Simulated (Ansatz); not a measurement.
# La: what the fields show

```
La
1.0
     3.77000    0.00000    0.00000
    -1.88500    3.26492    0.00000
     0.00000    0.00000   12.15900
La
4
Cartesian
  1.8850 1.0883 3.0398
  0.0000 2.1766 9.1193
  0.0000 0.0000 6.0795
  0.0000 0.0000 0.0000
```

Space group P6₃/mmc.

These are results of Kohn-Sham DFT of a periodic cell, RPBE, Ansatz PAW (Ansatz 0.2.0), not measurements.

The density is the valence pseudo-density of a PAW calculation; it isn't the true density close to the nuclei.

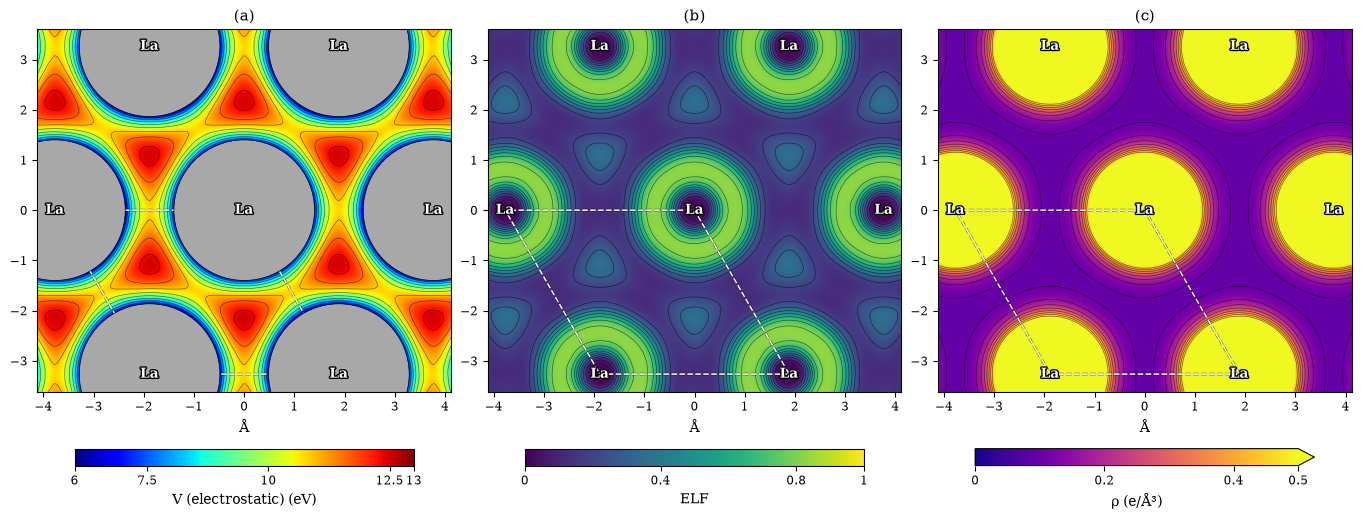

Figure 1. (a) electrostatic potential energy of an electron; (b) ELF; (c) valence pseudo-density on the (001) plane of the conventional cell. Grey discs cover the atomic cores in the potential map.

Q: Interpret the plot.

A: Atoms in the plane: La.
Between the atoms the lowest density in this plane is 0.09 e/Å³.
The features right at La lie inside the PAW spheres, where the map follows smoothed inner orbitals and isn't to be read closely.
Outside the cores the potential energy rises away from the atoms and is highest about 2.2 Å from the nearest atoms; its zero is arbitrary.

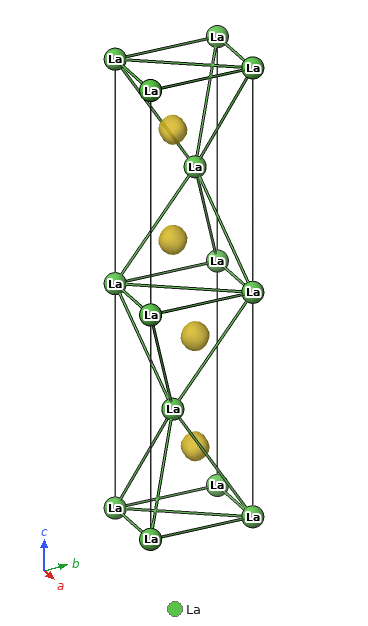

Figure 2. Isosurface of the ELF at 0.65 (yellow), seen slightly off an axis. Only the valence region is drawn (cores and ρ < 0.01 e/Å³ removed). Sticks mark near contacts.

Q: Describe the localisation domains.

A: The surface consists of four pockets between the atoms, centred on no nucleus (multi-centre or interstitial), counted in one cell of 4 atoms. Any copies at cell faces, edges or corners count once. There are no localised bonds or lone pairs at this value. Along the contacts the grid gives the following. La–La (3.74 Å): the ELF is about 0.10 at the midpoint; no shared electron pair shows on this line.

Q: Does the calculation give a band gap?

A: It is metallic or semimetallic at this level of theory: no gap opens.
